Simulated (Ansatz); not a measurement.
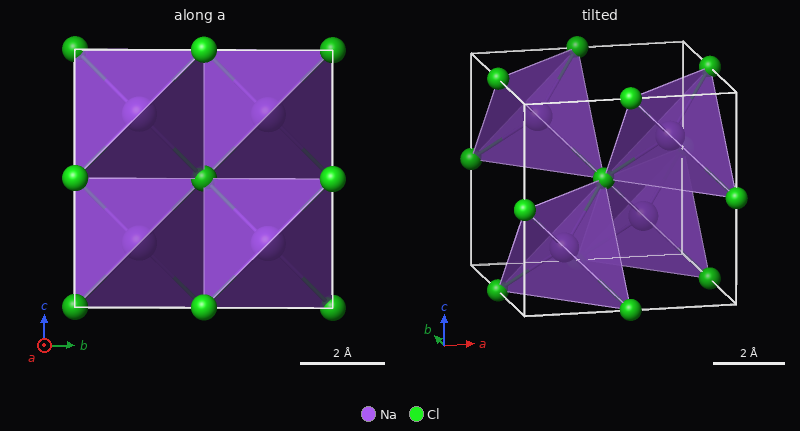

A polyhedral picture of a crystal structure, seen along the a axis and slightly off an axis. The outline marks the drawn cell (a repeat of the simulation cell).

NaCl, a = 6.16 Å, b = 6.16 Å, c = 6.16 Å, α = 90.22°, β = 90.22°, γ = 90.22°.

Setup: Ansatz, DFT, r2SCAN, plane waves, PAW; a basis cut at 500 eV, k-points about 0.22 Å⁻¹ apart, no spin polarisation.

Is it conducting or gapped at this level?

An insulator at this level, with a gap of 5.56 eV, direct.

How far is the cell from zero pressure?

The computed pressure is 0.1 GPa, close to zero.

The model was built from a structure type filled with these elements by a generator (whether the compound takes this form wasn't checked). The cell was then strained or its atoms displaced on purpose. Ansatz was used for an electronic-structure calculation on it.
